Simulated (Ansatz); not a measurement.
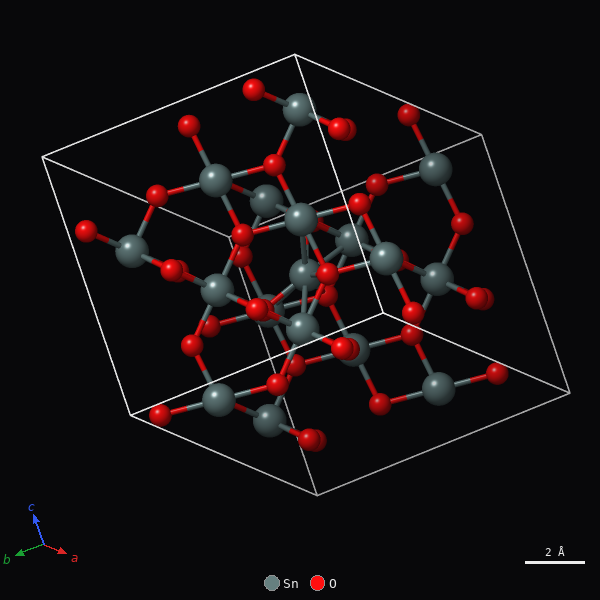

Shown here is a ball-and-stick view of the crystal, taken from a general direction. The wireframe shows the supercell. The host is SnO2, in a cell of 48 sites, and the cell is neutral.

### How does this supercell depart from the perfect host?

An interstitial tin atom. It is bonded to four Sn and four O (about 2.5 Å to Sn, 1.9 Å to O).

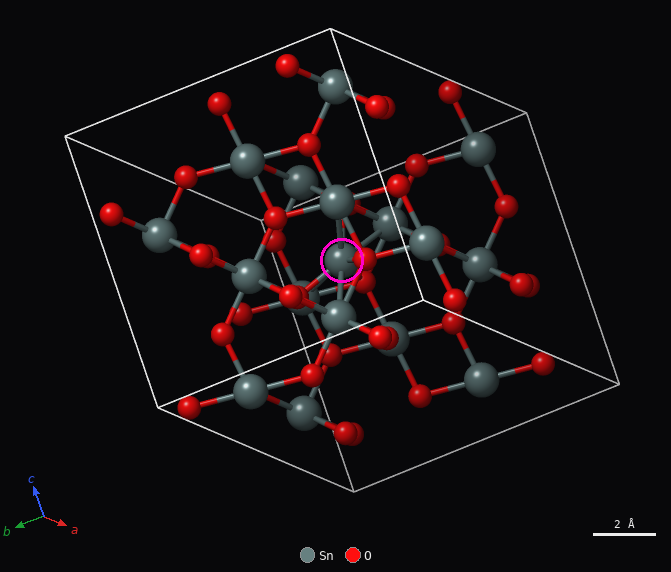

The same cell with a ring at the defect's site.

The structure was taken from a structure listed in the Materials Project, repeated into a supercell with a point defect put in. Earlier steps of the study may have refined or changed the cell and positions. It was set up as input for a calculation with Ansatz.
